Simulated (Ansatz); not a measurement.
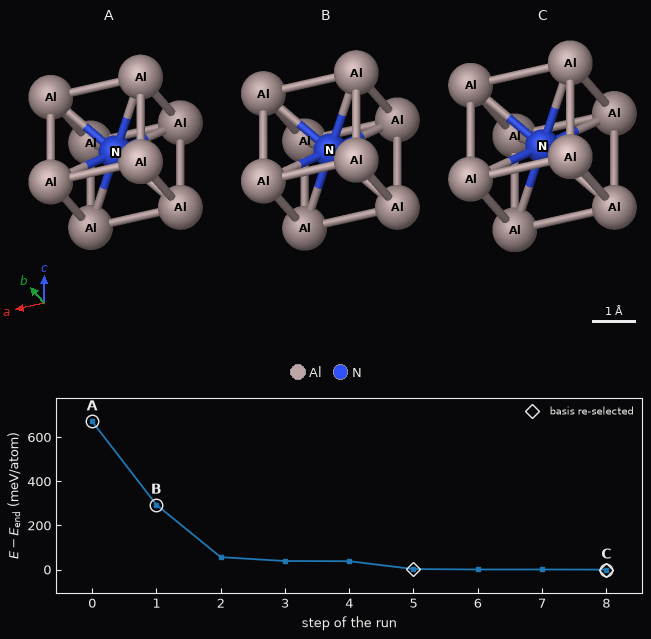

Frames of a relaxation of solid AlN (built on the CsCl type), marked on the history of the run. The picture is a ball-and-stick view of the cell of the calculation, seen from a free direction.

All numbers below come from DFT, PBEsol, plane waves, PAW in Ansatz. Settings: plane-wave cutoff 420 eV; k-point mesh 8 × 8 × 8; occupations fermi dirac; smearing width 0.03 eV; no spin polarisation; cell and atoms relaxed; force threshold 0.01 eV/Å; at most 120 steps.

Describe the path.

The energy falls by 671 meV per atom in 6 accepted moves (8 points after the start). All forces vanish by symmetry, so only the cell relaxes. The pressure goes from 119.75 to 0.04 GPa. At 2 points the geometry stayed and the basis and grid were re-selected for the new cell (energy shift of 35.5 meV per atom at most each time). The atoms keep their places relative to the cell (all moves are under 0.005 Å). The drawn cell changes as follows: a = b = c 2.337 → 2.593 Å (+10.9 %); the volume changes by +36.5 %. Among the contacts that change: Al–Al 2.337 → 2.593 Å, Al–N 2.024 → 2.246 Å. The space group stays Pm-3m (No. 221). Cost: 3.1 s on 2 threads of AMD EPYC 7R13 Processor (Zen 3), on a shared host, peak memory 0.39 GiB. From step 0 to 1: volume +10.5 %, energy −377 meV per atom. From step 1 to 8: volume +23.6 %, energy −294 meV per atom.
